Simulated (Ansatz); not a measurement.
```
CELL_PARAMETERS angstrom
6.14816 0.00000 -0.00001
0.00000 5.92937 0.00000
-2.16256 0.00000 22.16129
ATOMIC_POSITIONS crystal
Pb 0.22770 0.50000 0.93657
Pb 0.72770 0.00000 0.93657
Pb 0.27230 0.00000 0.06343
Pb 0.77230 0.50000 0.06343
S 0.23033 0.99990 0.94408
S 0.73033 0.49990 0.94408
S 0.26967 0.49990 0.05592
S 0.76967 0.99990 0.05592
```

Space group C2/m; a structure from a database of computed crystals, not necessarily the ambient phase; started from the database structure prototype, which need not be the ambient phase; changed on purpose from its base cell (uniaxial x strain +3.7%).

The calculation used DFT, HSE06, plane waves, PAW in Ansatz.

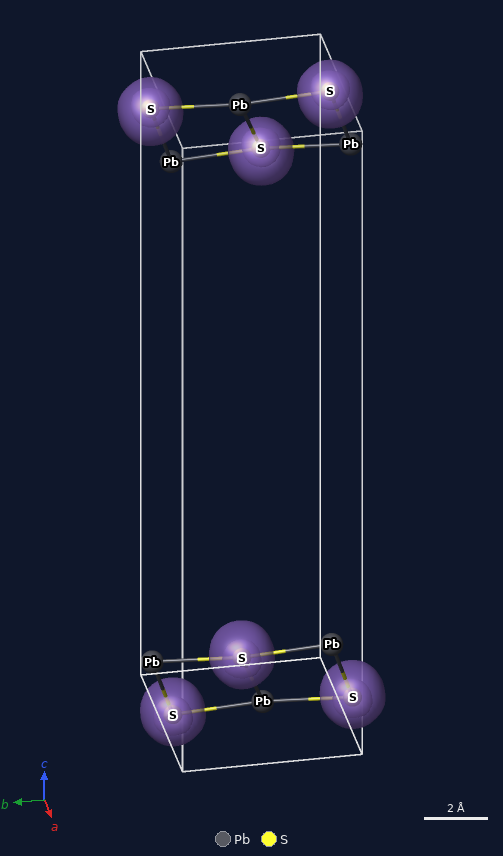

PbS. Isosurface of the ELF at 0.8 (purple), seen at an oblique angle. Only the valence region is drawn (cores and ρ < 0.01 e/Å³ removed). Sticks mark near contacts.

Core electrons are frozen (PAW), and the valence fields are smoothed inside the atomic spheres.

Describe the localisation domains.

The surface consists of four regions wrapped around S (the valence shell of each), counted in one cell of 8 atoms. Any copies at cell faces, edges or corners count once. Profiles from the grid: Pb–S (2.64 Å): the ELF peaks at about 0.85 in the valence shell of S, 0.9 Å from its nucleus, and drops to about 0.25 between the two atoms. Pb–S (2.97 Å): the ELF peaks at about 0.85 in the valence shell of S, 0.9 Å from its nucleus, and drops to about 0.20 between the two atoms.
